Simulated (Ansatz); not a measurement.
# Al$_{2}$O$_{3}$: geometry relaxation (part 2 of 2)

Al$_{2}$O$_{3}$ (R-3c, 10 atoms in the cell); DFT PBE, scalar-relativistic, plane waves, PAW, no spin polarisation (Ansatz 0.2.0); cutoff 420 eV, 6×6×6 k-mesh, Gaussian smearing of 0.02 eV. The structure derives from an entry of the Crystallography Open Database.

Geometry of the input (Å; fractional positions):
```
2.3803  1.3742  4.3319
-2.3803  1.3742  4.3319
0.0000  -2.7485  4.3319
Al 0.3522  0.3522  0.3522
Al 0.1478  0.1478  0.1478
Al 0.6478  0.6478  0.6478
Al 0.8522  0.8522  0.8522
O  0.5567  0.9433  0.2500
O  0.2500  0.5567  0.9433
O  0.9433  0.2500  0.5567
O  0.4433  0.0567  0.7500
O  0.7500  0.4433  0.0567
O  0.0567  0.7500  0.4433
```

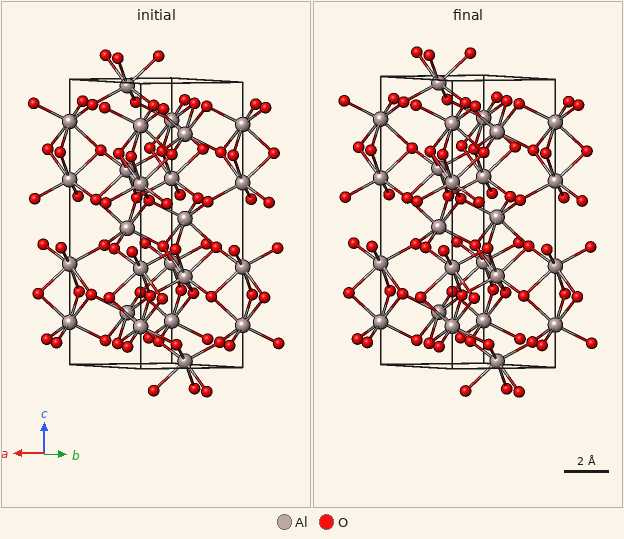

Figure 1. Before (left) and after (right) the relaxation, at one scale (ball-and-stick view of the cell 3 times as large as that of the calculation, set on its symmetry axes, with bonded neighbours outside it, seen at an oblique angle). After 5 geometry steps the energy has fallen by 5.7 meV per atom. Largest force component: 0.029 eV/Å at the start, 0.00058 eV/Å at the end. Pressure: 7.34 GPa at the start and 0.02 GPa at the end. 1 further SCF at an unchanged geometry re-selected the plane-wave basis for the new cell. No atom moves by more than 0.005 Å relative to the cell. The volume changes by +3.0 %, with a = b 4.761 → 4.809 Å (+1.0 %), c 12.996 → 13.123 Å (+1.0 %). Among the contacts that change: Al1–O10 1.854 → 1.874 Å, Al1–O5 1.973 → 1.991 Å. The space group stays R-3c (No. 167). The energy change given includes the shifts at the re-selections in mid-walk, which come without any move. A last SCF at the same geometry on a re-selected plane-wave basis shifts the energy by −0.1 meV per atom. (Atoms are counted from 1 in the order of the input.)

```
basis re-selected at this cell: Δ(F+E_penalty+E_count) = -6.030e-4 eV, ΔP = +0.006 GPa vs the last step (what re-selecting the basis moved, of the pressure what is left beyond the Pulay correction that the steps carried, after the strain that the cell walked since its last selection, with what the two solves' SCF thresholds leave and, on support functions, any second-order correction that the steps lacked; it is no measure of the basis error at this ecutwfc). This SCF's stress stands 2.06e-2 GPa from its target on what of the cell is left free (relax.cell.stress_tol is 5.00e-2 GPa) and its largest allowed force component is 5.84e-4 eV/Å (relax.f_tol is 5.00e-3 eV/Å): within both
SCF converged after 5 iterations
Free energy (F): -5569.608867 eV
Harris-Foulkes:  -5569.608867 eV  (|F-HF|=5.00e-11)
Internal energy: -5569.608867 eV  (E = F + TS)
E sigma→0 (E₀):  -5569.608867 eV
Fermi energy:    10.285358 eV
--- Per-component energies (eV) ---
  E_band       = 52.959514
  E_kinetic    = 1178.344515
  E_local      = -2008.438334  (includes V_loc(G=0)·N_el)
  E_nonlocal   = 323.392112
  E_hartree    = 743.806202
  E_xc         = -612.294259
  E_vxc        = -695.392643  (∫ρ·V_xc dr)
  E_paw        = -2820.981467  (= ΣΔE_a)
  E_vpaw       = -232.573629  (= ΣTr[D̂ρ^β])
  E_aug_tail   = 0.015143  (compensation charges beyond the density's cutoff)
  E_ewald      = -2373.452778
  E_smearing   = -0.000000  (= −TS)
  E_closure    = -0.000000  (closes the sum)
  Σ components = -5569.608867   (vs F -5569.608867, Δ=0.00e0)
--- Forces (eV/Å), atoms counted from 1 ---
  atom   1  Al     0.00000000    -0.00000000     0.00058402
  atom   2  Al     0.00000000     0.00000000    -0.00058402
  atom   3  Al    -0.00000000     0.00000000    -0.00058402
  atom   4  Al    -0.00000000    -0.00000000     0.00058402
  atom   5  O      0.00047225     0.00000000    -0.00000000
  atom   6  O     -0.00023613     0.00040898     0.00000000
  atom   7  O     -0.00023613    -0.00040898    -0.00000000
  atom   8  O     -0.00047225    -0.00000000     0.00000000
  atom   9  O      0.00023613    -0.00040898    -0.00000000
  atom  10  O      0.00023613     0.00040898     0.00000000
  max |Σ_I F_I| component: 1.04e-17 eV/Å
--- Stress (GPa, compression-positive) ---
        0.016526       0.000000      -0.000000
        0.000000       0.016526      -0.000000
       -0.000000      -0.000000       0.020623
  P = ⅓ Tr σ = 0.0179 GPa (0.179 kbar)
--- Band table (eV; the first three rows and the last of 32) ---
  k-point 0: bands = ["-11.6322", "-9.4200", "-9.1585", "-9.1585", "-8.8570", "-8.8570", "0.6280", "1.5892", "1.9874", "1.9874", "3.0757", "3.2042", "3.2042", "4.1851", "4.4736", "5.9889", "5.9889", "6.1269", "6.1269", "6.8998", "6.8998", "7.3290", "7.3290", "7.3600", "13.2107", "16.2833", "17.7515", "18.6462", "18.6462", "18.7968", "19.5291", "19.5291", "19.6193", "20.5182"]
  k-point 1: bands = ["-11.4950", "-9.4892", "-9.2339", "-9.1842", "-8.9213", "-8.8668", "0.7763", "1.3619", "1.8045", "2.5526", "2.5811", "3.1421", "4.0400", "4.7119", "4.7535", "5.5187", "5.8851", "6.0224", "6.1892", "6.5215", "6.7163", "7.0342", "7.2927", "7.3173", "13.8463", "16.7770", "17.3556", "18.3198", "18.3431", "18.6522", "19.6332", "19.7588", "20.0613", "20.0745"]
  k-point 2: bands = ["-11.1057", "-9.9221", "-9.2097", "-9.1822", "-9.0571", "-8.9275", "0.9638", "1.4112", "1.6318", "2.4471", "3.2059", "3.6556", "4.4106", "5.0381", "5.1490", "5.2540", "5.5725", "5.7028", "5.9665", "6.0430", "6.5584", "6.8440", "7.1540", "7.1922", "15.1631", "16.8831", "17.2582", "17.5586", "18.0604", "18.6034", "19.4273", "19.5909", "20.0543", "20.6185"]
  k-point 31: bands = ["-10.6800", "-10.6800", "-9.0254", "-9.0254", "-9.0254", "-9.0254", "1.9039", "1.9039", "3.0681", "3.0681", "3.0681", "3.0681", "3.3639", "3.3639", "5.1874", "5.1874", "5.4430", "5.4430", "5.4430", "5.4430", "7.0080", "7.0080", "7.0080", "7.0080", "15.7171", "15.7171", "18.2303", "18.2303", "19.4517", "19.4517", "19.8439", "19.8439", "19.8439", "19.8439"]
--- Relaxed structure (6 steps of the walk, 6 accepted, 2 SCFs on fresh bases) ---
  F+E_penalty+E_count = -5569.60886748 eV   max|allowed force component| = 5.840e-4 eV/Å   (the final SCF, on the basis selected at the relaxed cell)
  cell:  # Å, volume = 87.6024 Å³
    - [2.4043547753020493, 1.3881548767311696, 4.374498328415535]
    - [-2.4043547753020493, 1.3881548767311696, 4.374498328415535]
    - [-6.479964848402085e-35, -2.776309753512831, 4.374498328399512]
  atoms:
    - { symbol: Al, position: [0.35214536319424067, 0.35214536319424067, 0.35214536319424067] }
    - { symbol: Al, position: [0.14785463680575928, 0.14785463680575928, 0.14785463680575928] }
    - { symbol: Al, position: [0.647854636805759, 0.647854636805759, 0.6478546368057593] }
    - { symbol: Al, position: [0.8521453631942407, 0.8521453631942407, 0.8521453631942408] }
    - { symbol: O, position: [0.5561715224545777, 0.9438284775454224, 0.24999999999999994] }
    - { symbol: O, position: [0.24999999999999994, 0.5561715224545776, 0.9438284775454225] }
    - { symbol: O, position: [0.9438284775454224, 0.2499999999999999, 0.5561715224545776] }
    - { symbol: O, position: [0.4438284775454223, 0.05617152245457757, 0.7500000000000002] }
    - { symbol: O, position: [0.75, 0.4438284775454224, 0.05617152245457757] }
    - { symbol: O, position: [0.056171522454577516, 0.75, 0.4438284775454225] }
```

Trajectory as extended XYZ (Å, eV, eV/Å), 8 frames, from step=1 to step=8:
```
10
Lattice="2.3803 1.3742 4.3319 -2.3803 1.3742 4.3319 0.0000 -2.7485 4.3319" Properties=species:S:1:pos:R:3:forces:R:3 step=1 energy=-5569.55087 pressure_GPa=7.34
Al    0.0000    0.0000    4.5765    0.0000   0.0000  -0.0290
Al    0.0000    0.0000    1.9213    0.0000   0.0000   0.0290
Al    0.0000    0.0000    8.4191    0.0000   0.0000   0.0290
Al    0.0000    0.0000   11.0743    0.0000   0.0000  -0.0290
O    -0.9203    1.3742    7.5808   -0.0251   0.0000   0.0000
O    -0.7300   -1.4841    7.5808    0.0125  -0.0217   0.0000
O     1.6503    0.1099    7.5808    0.0125   0.0217   0.0000
O     0.9203   -1.3742    5.4148    0.0251   0.0000   0.0000
O     0.7300    1.4841    5.4148   -0.0125   0.0217   0.0000
O    -1.6503   -0.1099    5.4148   -0.0125  -0.0217   0.0000
10
Lattice="2.3894 1.3795 4.3535 -2.3894 1.3795 4.3535 0.0000 -2.7591 4.3535" Properties=species:S:1:pos:R:3:forces:R:3 step=2 energy=-5569.58312 pressure_GPa=4.00
Al    0.0000    0.0000    4.5983    0.0000   0.0000  -0.0083
Al    0.0000    0.0000    1.9320    0.0000   0.0000   0.0083
Al    0.0000    0.0000    8.4623    0.0000   0.0000   0.0083
Al    0.0000    0.0000   11.1286    0.0000   0.0000  -0.0083
O    -0.9241    1.3795    7.6187   -0.0253   0.0000   0.0000
O    -0.7327   -1.4901    7.6187    0.0127  -0.0219   0.0000
O     1.6568    0.1106    7.6187    0.0127   0.0219   0.0000
O     0.9241   -1.3795    5.4419    0.0253   0.0000   0.0000
O     0.7327    1.4901    5.4419   -0.0127   0.0219   0.0000
O    -1.6568   -0.1106    5.4419   -0.0127  -0.0219   0.0000
10
Lattice="2.4033 1.3875 4.3702 -2.4033 1.3875 4.3702 0.0000 -2.7750 4.3702" Properties=species:S:1:pos:R:3:forces:R:3 step=3 energy=-5569.59322 pressure_GPa=0.13
Al    0.0000    0.0000    4.6164    0.0000   0.0000   0.0087
Al    0.0000    0.0000    1.9389    0.0000   0.0000  -0.0087
Al    0.0000    0.0000    8.4941    0.0000   0.0000  -0.0087
Al    0.0000    0.0000   11.1716    0.0000   0.0000   0.0087
O    -0.9310    1.3875    7.6478   -0.0109   0.0000   0.0000
O    -0.7361   -1.5001    7.6478    0.0054  -0.0094   0.0000
O     1.6671    0.1125    7.6478    0.0054   0.0094   0.0000
O     0.9310   -1.3875    5.4627    0.0109   0.0000   0.0000
O     0.7361    1.5001    5.4627   -0.0054   0.0094   0.0000
O    -1.6671   -0.1125    5.4627   -0.0054  -0.0094   0.0000
10
Lattice="2.4031 1.3874 4.3735 -2.4031 1.3874 4.3735 0.0000 -2.7748 4.3735" Properties=species:S:1:pos:R:3:forces:R:3 step=4 energy=-5569.59300 pressure_GPa=-0.00
Al    0.0000    0.0000    4.6201    0.0000   0.0000   0.0023
Al    0.0000    0.0000    1.9401    0.0000   0.0000  -0.0023
Al    0.0000    0.0000    8.5003    0.0000   0.0000  -0.0023
Al    0.0000    0.0000   11.1803    0.0000   0.0000   0.0023
O    -0.9316    1.3874    7.6536    0.0036   0.0000   0.0000
O    -0.7357   -1.5005    7.6536   -0.0018   0.0031   0.0000
O     1.6673    0.1131    7.6536   -0.0018  -0.0031   0.0000
O     0.9316   -1.3874    5.4668   -0.0036   0.0000   0.0000
O     0.7357    1.5005    5.4668    0.0018  -0.0031   0.0000
O    -1.6673   -0.1131    5.4668    0.0018   0.0031   0.0000
10
Lattice="2.4033 1.3875 4.3726 -2.4033 1.3875 4.3726 0.0000 -2.7751 4.3726" Properties=species:S:1:pos:R:3:forces:R:3 step=5 energy=-5569.59302 pressure_GPa=-0.00
Al    0.0000    0.0000    4.6192    0.0000   0.0000   0.0023
Al    0.0000    0.0000    1.9396    0.0000   0.0000  -0.0023
Al    0.0000    0.0000    8.4985    0.0000   0.0000  -0.0023
Al    0.0000    0.0000   11.1781    0.0000   0.0000   0.0023
O    -0.9316    1.3875    7.6520    0.0006   0.0000   0.0000
O    -0.7359   -1.5005    7.6520   -0.0003   0.0005   0.0000
O     1.6674    0.1130    7.6520   -0.0003  -0.0005   0.0000
O     0.9316   -1.3875    5.4657   -0.0006   0.0000   0.0000
O     0.7359    1.5005    5.4657    0.0003  -0.0005   0.0000
O    -1.6674   -0.1130    5.4657    0.0003   0.0005   0.0000
10
Lattice="2.4033 1.3875 4.3726 -2.4033 1.3875 4.3726 0.0000 -2.7751 4.3726" Properties=species:S:1:pos:R:3:forces:R:3 step=6 energy=-5569.60876 pressure_GPa=0.32
Al    0.0000    0.0000    4.6192    0.0000   0.0000   0.0017
Al    0.0000    0.0000    1.9396    0.0000   0.0000  -0.0017
Al    0.0000    0.0000    8.4985    0.0000   0.0000  -0.0017
Al    0.0000    0.0000   11.1781    0.0000   0.0000   0.0017
O    -0.9316    1.3875    7.6520    0.0003   0.0000   0.0000
O    -0.7359   -1.5005    7.6520   -0.0002   0.0003   0.0000
O     1.6674    0.1130    7.6520   -0.0002  -0.0003   0.0000
O     0.9316   -1.3875    5.4657   -0.0003   0.0000   0.0000
O     0.7359    1.5005    5.4657    0.0002  -0.0003   0.0000
O    -1.6674   -0.1130    5.4657    0.0002   0.0003   0.0000
10
Lattice="2.4044 1.3882 4.3745 -2.4044 1.3882 4.3745 0.0000 -2.7763 4.3745" Properties=species:S:1:pos:R:3:forces:R:3 step=7 energy=-5569.60826 pressure_GPa=0.01
Al    0.0000    0.0000    4.6214    0.0000   0.0000   0.0006
Al    0.0000    0.0000    1.9404    0.0000   0.0000  -0.0006
Al    0.0000    0.0000    8.5021    0.0000   0.0000  -0.0006
Al    0.0000    0.0000   11.1831    0.0000   0.0000   0.0006
O    -0.9321    1.3882    7.6554    0.0005   0.0000   0.0000
O    -0.7361   -1.5013    7.6554   -0.0002   0.0004   0.0000
O     1.6682    0.1131    7.6554   -0.0002  -0.0004   0.0000
O     0.9321   -1.3882    5.4681   -0.0005   0.0000   0.0000
O     0.7361    1.5013    5.4681    0.0002  -0.0004   0.0000
O    -1.6682   -0.1131    5.4681    0.0002   0.0004   0.0000
10
Lattice="2.4044 1.3882 4.3745 -2.4044 1.3882 4.3745 0.0000 -2.7763 4.3745" Properties=species:S:1:pos:R:3:forces:R:3 step=8 energy=-5569.60887 pressure_GPa=0.02
Al    0.0000    0.0000    4.6214    0.0000   0.0000   0.0006
Al    0.0000    0.0000    1.9404    0.0000   0.0000  -0.0006
Al    0.0000    0.0000    8.5021    0.0000   0.0000  -0.0006
Al    0.0000    0.0000   11.1831    0.0000   0.0000   0.0006
O    -0.9321    1.3882    7.6554    0.0005   0.0000   0.0000
O    -0.7361   -1.5013    7.6554   -0.0002   0.0004   0.0000
O     1.6682    0.1131    7.6554   -0.0002  -0.0004   0.0000
O     0.9321   -1.3882    5.4681   -0.0005   0.0000   0.0000
O     0.7361    1.5013    5.4681    0.0002  -0.0004   0.0000
O    -1.6682   -0.1131    5.4681    0.0002   0.0004   0.0000
```

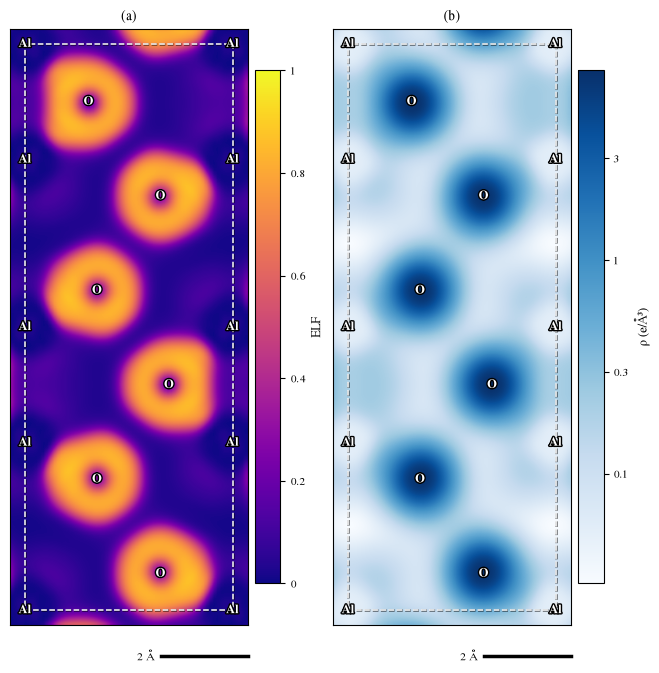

Figure 2. (a) electron localisation function; (b) valence pseudo-density on the (010) plane of the conventional cell. The section cuts through Al and O sites. Al–O (1.87 Å): ρ is about 0.63 e/Å³ halfway; the ELF is about 0.80 at the midpoint. Al–O (1.99 Å): ρ is about 0.49 e/Å³ halfway; the ELF is about 0.75 at the midpoint. Away from the nuclei the density in this plane falls to 0.03 e/Å³ at its lowest. Core electrons are frozen (PAW), so the fields are smoothed inside the atomic spheres.

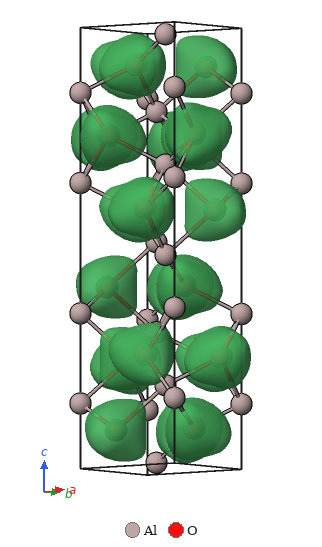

Figure 3. Isosurface of the ELF at 0.65 (green), seen at an oblique angle. Core shells and regions of very low density are left out. Sticks mark near contacts. The outline is the cell set on symmetry axes. Profiles from the grid: Al–O (1.87 Å): the ELF is about 0.80 at the midpoint. Al–O (1.99 Å): the ELF is about 0.75 at the midpoint.
